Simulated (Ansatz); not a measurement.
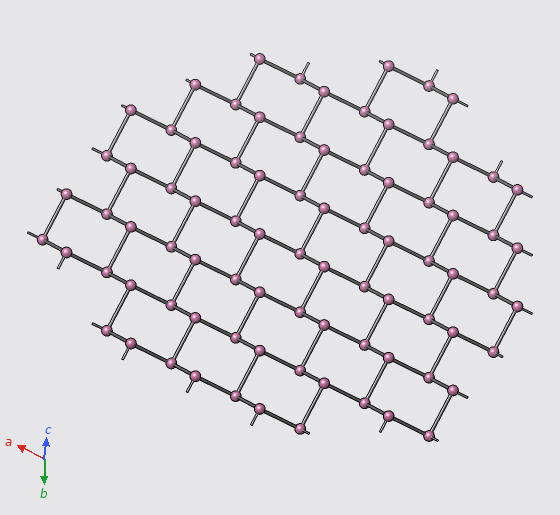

The picture shows a finite piece of the underlying net of a crystal structure, nodes on the atoms' positions. Nodes are coloured by topological kind. One layer is drawn. Edges to nodes outside the piece are drawn as stubs.

> Classify the net: periodicity, connectivity, name.

A uninodal 3-connected, two-periodic (layers) net. It is the hcb net, known from graphene.

> Give point symbol and coordination sequence.

6³, sequence 3, 6, 9, 12, 15.

Where the net comes from. The compound is P (space group R-3m, No. 166), taken as coordinates from a relaxation with DFT PBE, scalar-relativistic, plane waves, PAW in Ansatz 0.2.0; the starting structure was generated, so it need not be a known form of this composition. Bonds are taken as P–P below 2.5 Å. Simplification: prune 0- and 1-connected atoms, fold 2-connected ones into links. P is a 3-connected node.
